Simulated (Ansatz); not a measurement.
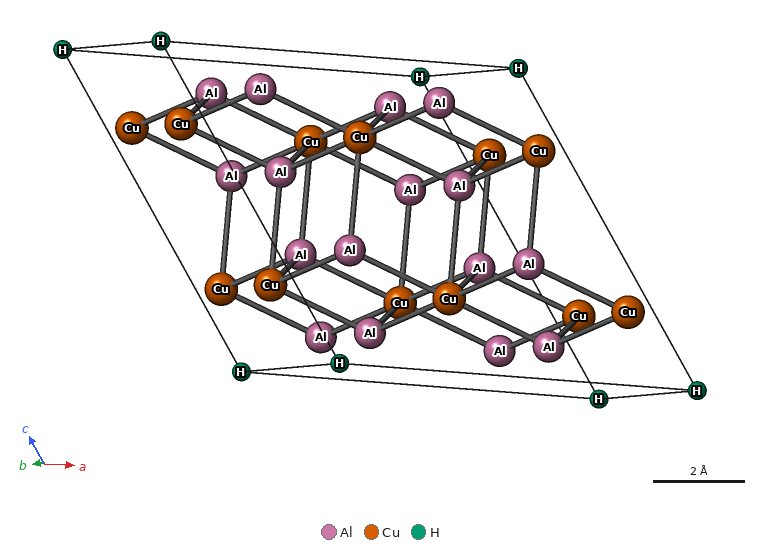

**Figure 1.** The structure as given in the input (ball-and-stick view of the cell of the calculation, seen at an oblique angle). An atom can appear more than once, as a periodic image.

**Geometry relaxation of Al$_{16}$Cu$_{8}$H (part 1 of 2)**

System: Al$_{16}$Cu$_{8}$H (defect cell, 25 atoms in the cell).
Method: DFT PBE, scalar-relativistic, plane waves, PAW, no spin polarisation (Ansatz 0.2.0).

The structure derives from a Materials Project entry. It belongs to a series of runs on one base structure; here: H interstitial, charge +0, atoms relaxed at the host's cell.

The input:
```yaml
crystal:
  lattice:
    - [-4.0892560482, -4.0892560482, 5.7824626523]
    - [-4.0892560482, 4.0892560482, -5.7824626523]
    - [4.0892560482, -4.0892560482, -5.7824626523]
  atoms:
    - { symbol: Al, position: [0.25, 0.375, 0.125] }
    - { symbol: Al, position: [0.75, 0.375, 0.125] }
    - { symbol: Al, position: [0.25, 0.875, 0.125] }
    - { symbol: Al, position: [0.75, 0.875, 0.125] }
    - { symbol: Al, position: [0.25, 0.375, 0.625] }
    - { symbol: Al, position: [0.75, 0.375, 0.625] }
    - { symbol: Al, position: [0.25, 0.875, 0.625] }
    - { symbol: Al, position: [0.75, 0.875, 0.625] }
    - { symbol: Al, position: [0.25, 0.125, 0.375] }
    - { symbol: Al, position: [0.75, 0.125, 0.375] }
    - { symbol: Al, position: [0.25, 0.625, 0.375] }
    - { symbol: Al, position: [0.75, 0.625, 0.375] }
    - { symbol: Al, position: [0.25, 0.125, 0.875] }
    - { symbol: Al, position: [0.75, 0.125, 0.875] }
    - { symbol: Al, position: [0.25, 0.625, 0.875] }
    - { symbol: Al, position: [0.75, 0.625, 0.875] }
    - { symbol: Cu, position: [0.5, 0.25, 0.25] }
    - { symbol: Cu, position: [1.0, 0.25, 0.25] }
    - { symbol: Cu, position: [0.5, 0.75, 0.25] }
    - { symbol: Cu, position: [1.0, 0.75, 0.25] }
    - { symbol: Cu, position: [0.5, 0.25, 0.75] }
    - { symbol: Cu, position: [1.0, 0.25, 0.75] }
    - { symbol: Cu, position: [0.5, 0.75, 0.75] }
    - { symbol: Cu, position: [1.0, 0.75, 0.75] }
    - { symbol: H, position: [0.0, 0.0, 0.0] }
basis:
  ecutwfc: 420
  xc_grid: 2
kpoints:
  mp_grid: { grid: [5, 5, 5], shift: [0.0, 0.0, 0.0] }
hamiltonian:
  xc: pbe
scf:
  occupations: { method: gaussian, width: 0.1 }
output:
  forces: true
  stress: false
  eigenvalues: true
  write_density: true
  write_potential: true
  elf: true
  volumetric_format: npy
relax:
  adjacent_minimum: "off"
  f_tol: 0.025
  max_steps: 45
```

Hardware: 4 threads of AMD EPYC (Zen 3), 32 GiB of memory available, shared host.

Launch command:
```bash
ansatz run input.yaml --threads 4 --pin off --max-ram 10240MiB --backend cpu --events-out ev --progress --plain --runs-dir out
```

Output:
```
Engine: ansatz 0.2.0, x86_64-unknown-linux-gnu
Pseudopotentials: kind: paw
Pseudopotential: Al, paw, valence charge 3, recommended cutoff 420 eV (normal), Al.paw.azcp
Pseudopotential: Cu, paw, valence charge 19, recommended cutoff 420 eV (normal), Cu.paw.azcp
Pseudopotential: H, paw, valence charge 1, recommended cutoff 420 eV (normal), H.paw.azcp
Functional definition: PBE
  parameter kappa = 0.804
  parameter beta = 0.06672455060314922
  exchange = pbe_x(kappa = kappa, mu = beta*pi^2/3)
  correlation = pbe_c(beta = beta)
Crystal: 25 atoms, lattice volume = 386.778 Å³
Basis set: ecut = 420 eV, 7631 PW (Γ), exchange–correlation on 120×120×120 points (8 copies of the dense FFT grid, shifted against one another)
Bands: 126, of which v1, the nominal top of the filled ones, is band 101 counted from 1 (100 counted from 0)
Symmetry: 16 space group operations
Space group: I4/mmm (ITA 139), of the structure as read, at distance tolerance 7.3e-5 Å
k-points: 18 of 125
Non-local potential: Al, projectors of the file, l = 0: 2, l = 1: 2, l = 2: 1
Non-local potential: Cu, projectors of the file, l = 0: 3, l = 1: 2, l = 2: 3, l = 3: 1
Non-local potential: H, projectors of the file, l = 0: 2, l = 1: 1
PAW form: soft (Blöchl's): semilocal exchange-correlation on the pseudo side does not see the compensation charge
PAW one-centre angular grid: Al, 110 points (default); XC on 64 Gauss nodes
PAW one-centre angular grid: Cu, 590 points (default); XC on 64 Gauss nodes
PAW one-centre angular grid: H, 110 points (default); XC on 64 Gauss nodes
Initial density: superposition of atomic densities (neutral atoms: chi_scale 0, normalization atom), corrected by the library's trained network
Initial wavefunctions: pseudopotential atomic-orbital guess
Functional: x = pbe(κ = 0.804, μ = 0.2195149727645171), c = pbe(β = 0.06672455060314922)
SCF iter   1: F=—  HF=-61620.136225 eV  |F-HF|=—  |Δ(HF+E_count)|=         —  Δρ=1.89e-3  dr2=1.25e-2  ethr=1.77e-3  ⟨swp⟩=7.6  Hψ=9963  notcnv=0  defer=22
preconditioner: auto → Kerker (q_TF=auto, 2.446 Å⁻¹)  [metal: Δε(μ)=0.018 eV  Ē_g=7.169 eV  σ=0.100 eV  W_gap=0.10  n_scr=112 (ndim 8)  ℏωp=22.1 eV  f_vac=0.002  D(μ)=5.60/eV (n_scr^D=26)]
SCF iter   2: F=—  HF=-61620.139639 eV  |F-HF|=—  |Δ(HF+E_count)|=   3.41e-3  Δρ=9.47e-4  dr2=4.48e-3  ethr=6.23e-6  ⟨swp⟩=2.1  Hψ=3774  notcnv=0  defer=34
SCF iter   3: F=—  HF=-61620.140778 eV  |F-HF|=—  |Δ(HF+E_count)|=   1.14e-3  Δρ=6.37e-4  dr2=2.20e-3  ethr=2.23e-6  ⟨swp⟩=2.1  Hψ=2687  notcnv=0  defer=34
SCF iter   4: F=—  HF=-61620.141591 eV  |F-HF|=—  |Δ(HF+E_count)|=   8.13e-4  Δρ=1.70e-4  dr2=1.92e-4  ethr=1.09e-6  ⟨swp⟩=2.0  Hψ=3208  notcnv=0  defer=34
SCF iter   5: F=—  HF=-61620.141659 eV  |F-HF|=—  |Δ(HF+E_count)|=   6.82e-5  Δρ=1.84e-4  dr2=1.06e-4  ethr=9.53e-8  ⟨swp⟩=2.0  Hψ=3462  notcnv=0  defer=34
SCF iter   6: F=—  HF=-61620.141650 eV  |F-HF|=—  |Δ(HF+E_count)|=   9.09e-6  Δρ=9.53e-5  dr2=2.25e-5  ethr=5.26e-8  ⟨swp⟩=2.0  Hψ=3749  notcnv=0  defer=34
SCF iter   7: F=-61620.141645 eV  HF=-61620.141646 eV  |F-HF|=1.42e-6  |Δ(HF+E_count)|=   3.83e-6  Δρ=2.34e-5  dr2=1.84e-6  ethr=7.77e-9  ⟨swp⟩=21.9  Hψ=20328  notcnv=0
SCF 1 converged in 7 iterations: F = -61620.141645 eV  dr2 = 1.84e-6
  greatest PAW one-centre occupation: 1.000 electrons in one spin orbital (limit 2), on the Cu atom at site 23 (counted from 0), in its partial waves of l = 0
relax step   1: F+E_penalty+E_count = -61620.14164507 eV  Δ(F+E_penalty+E_count) = +0.000e0 eV  max|allowed force component| = 2.118e-1 eV/Å  Δτ_max = 0.0000 Å  (7 SCF iters, dr2 threshold 1.56e-5 eV, accepted)
Initial density: handed on by an earlier stage of this run
Initial wavefunctions: those handed on with the density
iter 1 solved again at ethr=6.72e-6 eV; its pass at ethr=3.10e-3 eV (dr2=1.35e-2 eV) is discarded
SCF iter   1: F=—  HF=-61620.167168 eV  |F-HF|=—  |Δ(HF+E_count)|=         —  Δρ=2.03e-3  dr2=1.37e-2  ethr=6.72e-6  ⟨swp⟩=2.0  Hψ=5604  notcnv=0  defer=285
preconditioner: auto → Kerker (q_TF=auto, 2.446 Å⁻¹)  [metal: Δε(μ)=0.055 eV  Ē_g=7.164 eV  σ=0.100 eV  W_gap=0.30  n_scr=112 (ndim 8)  ℏωp=22.1 eV  f_vac=0.000  D(μ)=5.49/eV (n_scr^D=26)]
SCF iter   2: F=—  HF=-61620.163608 eV  |F-HF|=—  |Δ(HF+E_count)|=   3.56e-3  Δρ=1.08e-3  dr2=4.66e-3  ethr=6.72e-6  ⟨swp⟩=1.4  Hψ=1998  notcnv=0  defer=285
SCF iter   3: F=—  HF=-61620.162230 eV  |F-HF|=—  |Δ(HF+E_count)|=   1.38e-3  Δρ=3.85e-4  dr2=3.49e-4  ethr=2.32e-6  ⟨swp⟩=2.2  Hψ=3517  notcnv=0  defer=285
SCF iter   4: F=—  HF=-61620.162110 eV  |F-HF|=—  |Δ(HF+E_count)|=   1.20e-4  Δρ=1.07e-4  dr2=8.10e-5  ethr=1.74e-7  ⟨swp⟩=2.0  Hψ=2985  notcnv=0  defer=285
SCF iter   5: F=—  HF=-61620.162100 eV  |F-HF|=—  |Δ(HF+E_count)|=   9.57e-6  Δρ=2.07e-5  dr2=5.78e-6  ethr=4.03e-8  ⟨swp⟩=2.0  Hψ=2386  notcnv=0  defer=285
SCF iter   6: F=-61620.162099 eV  HF=-61620.162099 eV  |F-HF|=1.29e-7  |Δ(HF+E_count)|=   8.88e-7  Δρ=5.70e-6  dr2=1.84e-7  ethr=1.39e-9  ⟨swp⟩=15.0  Hψ=18697  notcnv=0
SCF 2 converged in 6 iterations: F = -61620.162099 eV  dr2 = 1.84e-7
  Residual-converged pass: ⟨swp⟩=1.0  Hψ=2340  notcnv=0  max |occ|·‖R‖ = 7.1e-9 eV (tolerance 1.0e-8 eV)  dr2=1.84e-7  dr2_onsite=2.41e-8  max |Δocc| = 2.1e-11
  greatest PAW one-centre occupation: 1.000 electrons in one spin orbital (limit 2), on the Cu atom at site 20 (counted from 0), in its partial waves of l = 0
relax step   2: F+E_penalty+E_count = -61620.16209914 eV  Δ(F+E_penalty+E_count) = -2.045e-2 eV  max|allowed force component| = 1.061e-1 eV/Å  Δτ_max = 0.0133 Å  (6 SCF iters, dr2 threshold 2.80e-6 eV, accepted)
SCF iter   1: F=—  HF=-61620.172260 eV  |F-HF|=—  |Δ(HF+E_count)|=         —  Δρ=1.92e-3  dr2=1.04e-2  ethr=5.42e-5  ⟨swp⟩=2.3  Hψ=4201  notcnv=0  defer=285
preconditioner: auto → Kerker (q_TF=auto, 2.446 Å⁻¹)  [metal: Δε(μ)=0.068 eV  Ē_g=7.165 eV  σ=0.100 eV  W_gap=0.37  n_scr=112 (ndim 8)  ℏωp=22.1 eV  f_vac=0.000  D(μ)=5.45/eV (n_scr^D=26)]
SCF iter   2: F=—  HF=-61620.169169 eV  |F-HF|=—  |Δ(HF+E_count)|=   3.09e-3  Δρ=1.03e-3  dr2=3.43e-3  ethr=5.17e-6  ⟨swp⟩=1.0  Hψ=2610  notcnv=0  defer=285
SCF iter   3: F=—  HF=-61620.168008 eV  |F-HF|=—  |Δ(HF+E_count)|=   1.16e-3  Δρ=2.96e-4  dr2=2.21e-4  ethr=1.71e-6  ⟨swp⟩=2.2  Hψ=3643  notcnv=0  defer=285
SCF iter   4: F=—  HF=-61620.167929 eV  |F-HF|=—  |Δ(HF+E_count)|=   7.82e-5  Δρ=9.40e-5  dr2=6.20e-5  ethr=1.10e-7  ⟨swp⟩=2.0  Hψ=3120  notcnv=0  defer=285
SCF iter   5: F=—  HF=-61620.167923 eV  |F-HF|=—  |Δ(HF+E_count)|=   6.85e-6  Δρ=2.03e-5  dr2=5.43e-6  ethr=3.09e-8  ⟨swp⟩=2.0  Hψ=2351  notcnv=0  defer=285
SCF iter   6: F=-61620.167922 eV  HF=-61620.167922 eV  |F-HF|=1.23e-7  |Δ(HF+E_count)|=   9.28e-7  Δρ=4.04e-6  dr2=1.80e-7  ethr=3.50e-10  ⟨swp⟩=13.1  Hψ=16818  notcnv=0
SCF 3 converged in 6 iterations: F = -61620.167922 eV  dr2 = 1.80e-7
relax step   3: F+E_penalty+E_count = -61620.16792152 eV  Δ(F+E_penalty+E_count) = -5.822e-3 eV  max|allowed force component| = 3.749e-3 eV/Å  Δτ_max = 0.0131 Å  (6 SCF iters, dr2 threshold 7.03e-7 eV, accepted)
iter 1 solved again at ethr=8.98e-11 eV; its pass at ethr=3.10e-3 eV (dr2=1.81e-7 eV) is discarded
SCF iter   1: F=—  HF=-61620.167878 eV  |F-HF|=—  |Δ(HF+E_count)|=         —  Δρ=3.92e-6  dr2=1.81e-7  ethr=8.98e-11  ⟨swp⟩=1.0  Hψ=5364  notcnv=0
preconditioner: auto → Kerker (q_TF=auto, 2.446 Å⁻¹)  [metal: Δε(μ)=0.063 eV  Ē_g=7.166 eV  σ=0.100 eV  W_gap=0.34  n_scr=112 (ndim 8)  ℏωp=22.1 eV  f_vac=0.000  D(μ)=5.51/eV (n_scr^D=26)]
SCF iter   2: F=—  HF=-61620.167922 eV  |F-HF|=—  |Δ(HF+E_count)|=   4.40e-5  Δρ=2.63e-6  dr2=1.00e-7  ethr=8.98e-11  ⟨swp⟩=2.0  Hψ=3210  notcnv=0
iter 3 did not close the SCF: its close was put off for the readings that it lacked (scf_convergence_deferred on its scf_iter line)
SCF iter   3: F=-61620.167922 eV  HF=-61620.167922 eV  |F-HF|=2.86e-8  |Δ(HF+E_count)|=   9.38e-9  Δρ=2.61e-6  dr2=3.15e-8  ethr=5.00e-11  ⟨swp⟩=2.0  Hψ=2999  notcnv=0
iter 4 did not close the SCF: its close was put off for the readings that it lacked (scf_convergence_deferred on its scf_iter line)
SCF iter   4: F=-61620.167922 eV  HF=-61620.167922 eV  |F-HF|=1.25e-9  |Δ(HF+E_count)|=   4.62e-9  Δρ=7.93e-7  dr2=2.65e-9  ethr=1.57e-11  ⟨swp⟩=2.0  Hψ=3126  notcnv=0
iter 5 did not close the SCF: its close was put off for the readings that it lacked (scf_convergence_deferred on its scf_iter line)
SCF iter   5: F=-61620.167922 eV  HF=-61620.167922 eV  |F-HF|=1.16e-10  |Δ(HF+E_count)|=  2.33e-10  Δρ=2.60e-7  dr2=3.52e-10  ethr=1.32e-12  ⟨swp⟩=2.0  Hψ=3094  notcnv=0
SCF iter   6: F=-61620.167922 eV  HF=-61620.167922 eV  |F-HF|=0.00e0  |Δ(HF+E_count)|=  1.46e-10  Δρ=1.03e-7  dr2=6.25e-11  ethr=1.00e-12  ⟨swp⟩=4.9  Hψ=9197  notcnv=0
SCF 4 converged in 6 iterations: F = -61620.167922 eV  dr2 = 6.25e-11
relax step   4: F+E_penalty+E_count = -61620.16792161 eV  Δ(F+E_penalty+E_count) = -9.069e-8 eV  max|allowed force component| = 3.849e-3 eV/Å  Δτ_max = 0.0000 Å  (6 SCF iters, accepted)
```

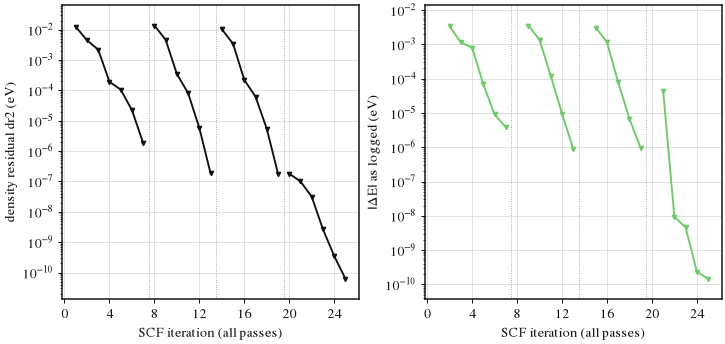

**Figure 2.** Convergence of the self-consistent field: density residual dr2 and size of the energy change against the SCF iteration. The dotted lines part the SCF passes of the relaxation: geometry steps, rejected trials and re-solves on a re-selected basis. The passes take 7, 6, 6 and 6 iterations.

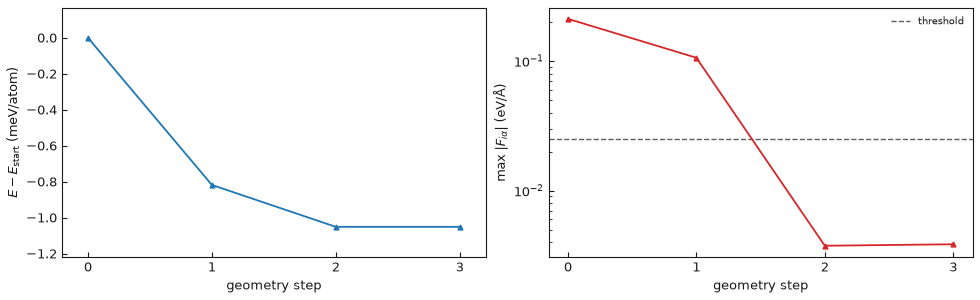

**Figure 3.** Progress of the relaxation, step by step (the first geometry is step 0 here and step 1 in the log).

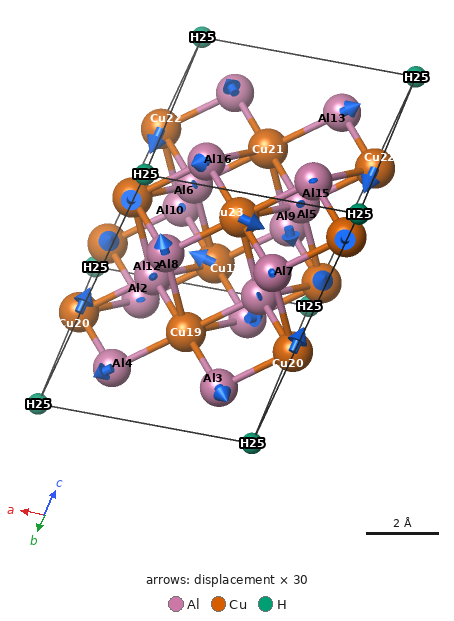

**Figure 4.** The starting structure with the displacements as blue arrows, magnified 30 times (ball-and-stick view of the cell of the calculation, seen at an oblique angle). The largest moves, 0.026 Å, are those of Cu17, Cu18, Cu20, Cu22, Cu23 and Cu24. Largest moves by element: Cu 0.026 Å, Al 0.021 Å. H stays in place. The lattice vectors keep their values. Among the contacts that change: Al13–Cu21 2.504 → 2.525 Å, Al10–Cu17 2.504 → 2.490 Å, Al13–Cu17 2.504 → 2.513 Å. Over 3 geometry steps the energy falls by 1.1 meV per atom. Largest force component: 0.21 eV/Å at the start, 0.0038 eV/Å at the end. (Atoms are counted from 1 in the order of the input.)

```
SCF converged after 6 iterations
Free energy (F): -61620.167922 eV
Harris-Foulkes:  -61620.167922 eV  (|F-HF|=0.00e0)
Internal energy: -61620.140388 eV  (E = F + TS)
E sigma→0 (E₀):  -61620.154155 eV
Entropy (-TS):   -0.027534 eV (-1.101 meV/atom)
Fermi energy:    9.208035 eV
--- Per-component energies (eV) ---
  E_band       = -3959.013594
  E_kinetic    = 2776.348343
  E_local      = -47283.547919  (includes V_loc(G=0)·N_el)
  E_nonlocal   = 3213.846015
  E_hartree    = 21157.679152
  E_xc         = -1368.895544
  E_vxc        = -1410.174649  (∫ρ·V_xc dr)
  E_paw        = -20724.278118  (= ΣΔE_a)
  E_vpaw       = -3570.844992  (= ΣTr[D̂ρ^β])
  E_aug_tail   = 0.000944  (compensation charges beyond the density's cutoff)
  E_ewald      = -19391.293261
  E_smearing   = -0.027534  (= −TS)
  E_closure    = -0.000000  (closes the sum)
  Σ components = -61620.167922   (vs F -61620.167922, Δ=0.00e0)
--- Forces (eV/Å), atoms counted from 1 ---
  atom   1  Al    -0.00054170     0.00000000    -0.00038581
  atom   2  Al    -0.00000000     0.00065353     0.00045323
  atom   3  Al     0.00000000    -0.00054170     0.00038581
  atom   4  Al     0.00054170     0.00000000    -0.00038581
  atom   5  Al    -0.00000000    -0.00065353     0.00045323
  atom   6  Al     0.00065353    -0.00000000    -0.00045323
  atom   7  Al    -0.00065353    -0.00000000    -0.00045323
  atom   8  Al     0.00000000     0.00054170     0.00038581
  atom   9  Al     0.00000000    -0.00054170    -0.00038581
  atom  10  Al     0.00065353     0.00000000     0.00045323
  atom  11  Al    -0.00065353    -0.00000000     0.00045323
  atom  12  Al    -0.00000000     0.00065353    -0.00045323
  atom  13  Al    -0.00054170     0.00000000     0.00038581
  atom  14  Al     0.00000000     0.00054170    -0.00038581
  atom  15  Al    -0.00000000    -0.00065353    -0.00045323
  atom  16  Al     0.00054170    -0.00000000     0.00038581
  atom  17  Cu     0.00273140     0.00273140     0.00000000
  atom  18  Cu    -0.00000000     0.00000000     0.00384930
  atom  19  Cu     0.00000000     0.00000000     0.00000000
  atom  20  Cu    -0.00273140     0.00273140     0.00000000
  atom  21  Cu     0.00000000     0.00000000     0.00000000
  atom  22  Cu     0.00273140    -0.00273140     0.00000000
  atom  23  Cu    -0.00273140    -0.00273140     0.00000000
  atom  24  Cu     0.00000000    -0.00000000    -0.00384930
  atom  25  H     -0.00000000    -0.00000000     0.00000000
  max |Σ_I F_I| component: 9.54e-18 eV/Å
--- Band table (eV; the first three rows and the last of 18) ---
  k-point 0: bands = ["-104.6407", "-104.6407", "-104.6407", "-104.6407", "-104.6407", "-104.6407", "-104.5980", "-104.5980", "-61.9862", "-61.9862", "-61.9862", "-61.9862", "-61.9862", "-61.9862", "-61.9862", "-61.9861", "-61.9861", "-61.9861", "-61.9861", "-61.9861", "-61.9856", "-61.9855", "-61.9855", "-61.9855", "-61.9855", "-61.9855", "-61.9435", "-61.9435", "-61.9435", "-61.9435", "-61.9434", "-61.9434", "-1.0983", "1.7226", "1.7226", "1.7226", "1.8175", "1.8203", "2.7075", "2.7075", "2.7076", "3.0113", "3.0113", "3.0126", "3.2433", "3.3844", "3.3846", "4.1012", "4.1017", "4.1017", "4.6981", "4.6982", "4.6982", "4.8275", "4.8276", "4.8276", "4.8499", "4.8499", "4.8500", "4.8500", "4.8500", "5.1856", "5.1858", "5.1858", "5.2172", "5.2174", "5.2174", "5.2577", "5.2579", "5.2783", "5.2783", "5.2784", "5.2920", "5.3104", "5.3104", "5.3104", "5.3250", "5.3251", "5.3251", "5.3474", "5.3474", "5.4068", "5.4175", "5.4176", "5.5038", "5.5040", "5.5134", "7.1397", "7.1397", "7.1406", "7.1878", "7.1878", "7.1887", "8.0531", "9.4435", "9.4447", "9.4447", "9.6778", "9.6787", "9.7630", "9.7636", "9.7636", "9.7654", "9.7654", "9.7661", "10.7289", "10.7293", "11.8757", "11.8757", "11.8762", "12.0190", "12.0202", "12.0202", "12.0350", "12.0355", "12.0355", "12.0522", "12.0522", "12.0530", "12.1068", "12.1073", "12.1430", "12.7927", "12.7928", "12.7928", "12.8531"]
```
